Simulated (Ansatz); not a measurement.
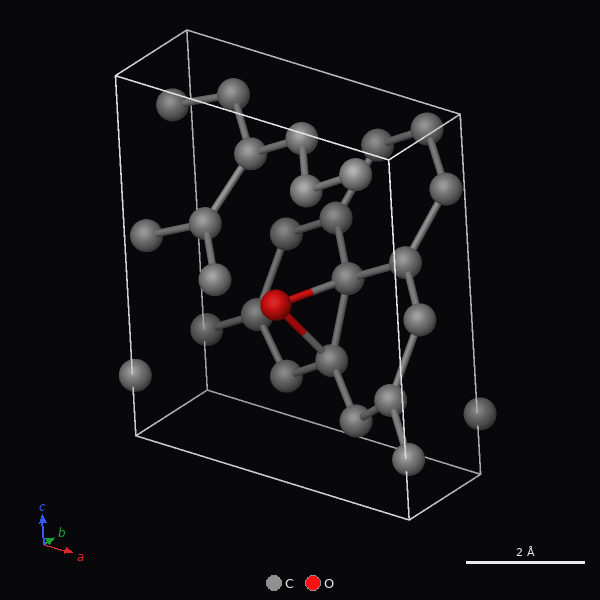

Figure: ball-and-stick view slightly off an axis. Atoms at the boundary of the supercell (the box) are drawn once for each face, edge or corner they touch. The host is C, in a cell of 18 sites, and the cell is neutral.

Q: Which defect is modelled here, and what are its neighbours?

A: An interstitial oxygen atom. It is bonded to two C in a bent arrangement at about 1.4 to 1.6 Å.

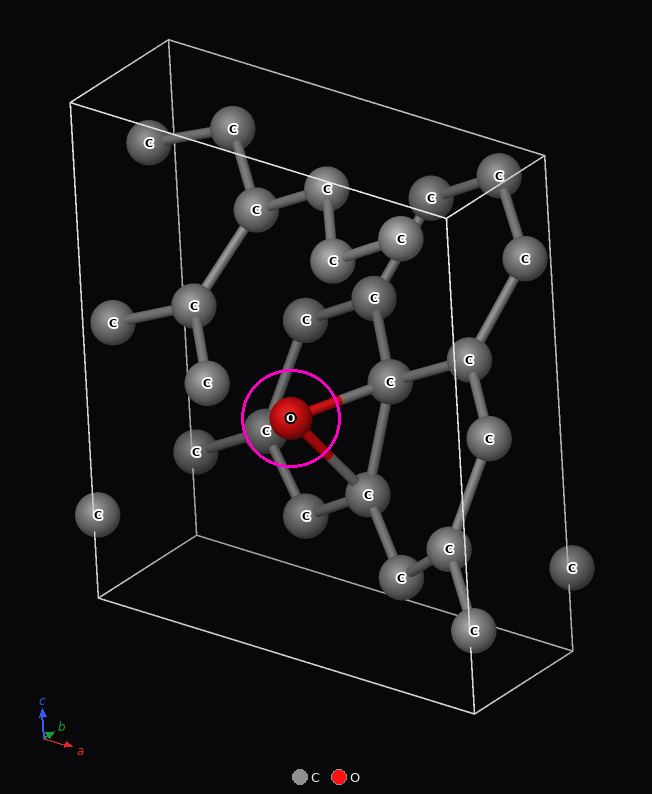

The same cell with a ring at the defect's site.

The atoms were relaxed in the host's cell with DFT PBE+D3(BJ), scalar-relativistic, plane waves, PAW in Ansatz 0.2.0.
